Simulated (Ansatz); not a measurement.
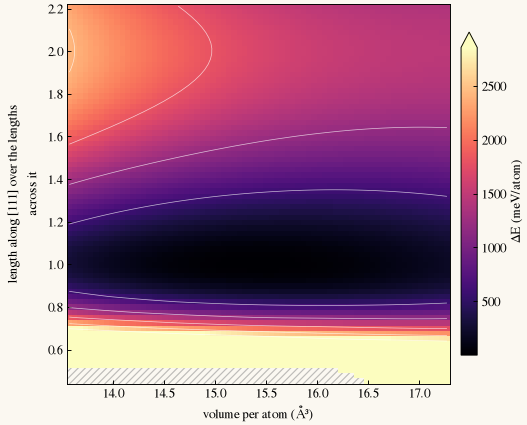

W (Im-3m, No. 229; 1 atom in the cell). The energy is mapped over volume and the cell's shape. Coordinates scanned: (1) volume per atom; (2) length along [111] over the lengths across it, relative to the cubic cell. Nothing is relaxed (symmetry fixes all fractional coordinates). Grid: 7 × 9 points. At 5 points there is no value (left out of the scan, as a rule where atoms come close). Points are written as (first, second). Energies are in meV/atom, from the lowest grid point. These are results of DFT LDA, scalar-relativistic, plane waves, PAW (Ansatz 0.2.0), not measurements. Settings: cutoff 420 eV, k-mesh 22×22×22, gaussian smearing 0.15 eV, no spin polarisation.

The picture shows a smooth colour map with a few white contour lines, one colour for all values above the top of the scale, hatched blanks where no value was computed. Between grid points the surface is interpolated.

The lowest grid point is at (15.42 Å³, 1.000) [bcc]. No other kind of well shows on this grid. The highest grid point, (16.66 Å³, 0.452), lies 17523 meV/atom above the lowest.

The level of theory is changed to DFT PBE, scalar-relativistic, plane waves, PAW in Ansatz 0.2.0; with it change the cell, relaxed at the new level (first cell vector 2.757 Å, before 2.716 Å); the new grid has 7 × 9 points.

Q: What does this change do to the map?

A: The minimum (interpolated where it lies between grid points) moves from (15.42 Å³, 1.000) [bcc] to (16.13 Å³, 1.000) [bcc]. The curvature at the minimum changes from about 0.23 to 0.2 eV/(Å³)² along volume per atom and by less than a tenth (about 26) eV per unit squared along the second coordinate (per cell).

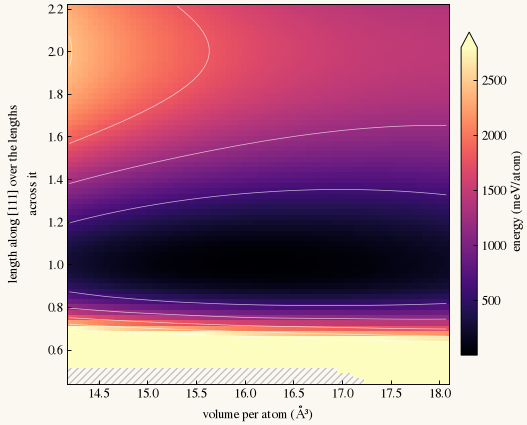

The map after the change, on a colour scale of its own. Drawn: a smooth colour map with a few white contour lines, one colour for all values above the top of the scale, hatched blanks where no value was computed. Between grid points the surface is interpolated.

PAW datasets: the set soft_1.
